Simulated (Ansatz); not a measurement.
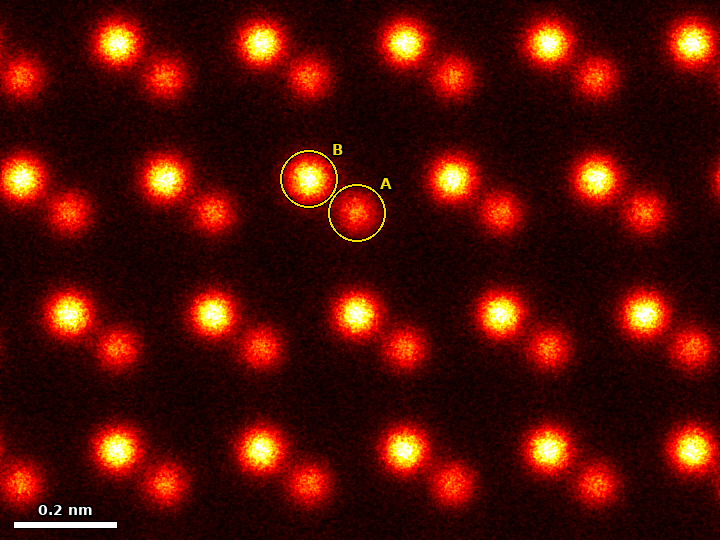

Z-contrast image of MgO (F-43m, No. 216) along [110]. Simulation: incoherent imaging, intensity Z^1.7 per atom, probe width 0.62 Å, thin sample. The probe carries 25 % of its weight in a tail 2.5 times as wide. Shot noise was added. Structure used: coordinates from a relaxation with DFT r2SCAN, scalar-relativistic, plane waves, PAW in Ansatz 0.2.0; the starting structure was generated, so it need not be a known form of this composition.

```
CELL_PARAMETERS angstrom
4.56463 0.00000 0.00000
0.00000 4.56463 0.00000
0.00000 0.00000 4.56463
ATOMIC_POSITIONS crystal
Mg 0.75000 0.75000 0.25000
O 0.50000 0.50000 0.50000
Mg 0.75000 0.25000 0.75000
O 0.50000 0.00000 0.00000
Mg 0.25000 0.75000 0.75000
O 0.00000 0.50000 0.00000
Mg 0.25000 0.25000 0.25000
O 0.00000 0.00000 0.50000
```

Name the elements in each circled column.

Answer. A: O (1 O per 3.23 Å along the beam; about 50 % of the brightest peak). B: Mg (1 Mg per 3.23 Å along the beam; the brightest kind). Brightness is counted from the darkest point of the image.
